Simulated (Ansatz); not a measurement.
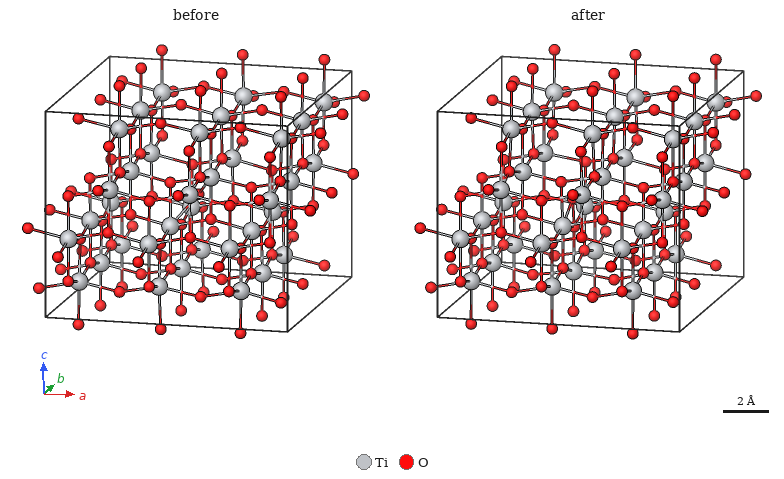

The structure of a defect cell of composition Ti36O73 before (left) and after (right) a relaxation, at one scale.

A ball-and-stick model of the cell of the calculation (origin shifted), seen slightly off an axis.

Level of theory: DFT, PBEsol, PAW, plane waves in Ansatz. Set-up: plane-wave cutoff 420 eV; k-point mesh 1 × 1 × 1; mesh shifted by (0.25, 0.25, 0.25); no spin polarisation; atoms relaxed in a fixed cell; force threshold 0.03 eV/Å; at most 80 steps.

Describe what moved and what it gained.

Answer. Over 15 geometry steps the energy falls by 4.830 eV per cell of the calculation. Largest force component: 3.1 eV/Å at the start, 0.02 eV/Å at the end. An O atom moves most: 0.98 Å along [−3 1 −1]. Largest moves by element: O 0.98 Å, Ti 0.16 Å. The cell stays as it was. Some distances before and after: O–Ti 2.117 → 2.973 Å, O–O 1.850 → 1.408 Å, O–Ti 2.725 → 2.343 Å, Ti–Ti 3.073 → 3.272 Å. Bonds break, among them: O–Ti (2.12 → 2.97 Å). Bond angles that change, for instance: O–Ti–O 155.4° → 147.3°, O–Ti–O 155.9° → 163.7°, O–Ti–O 78.1° → 70.6°.
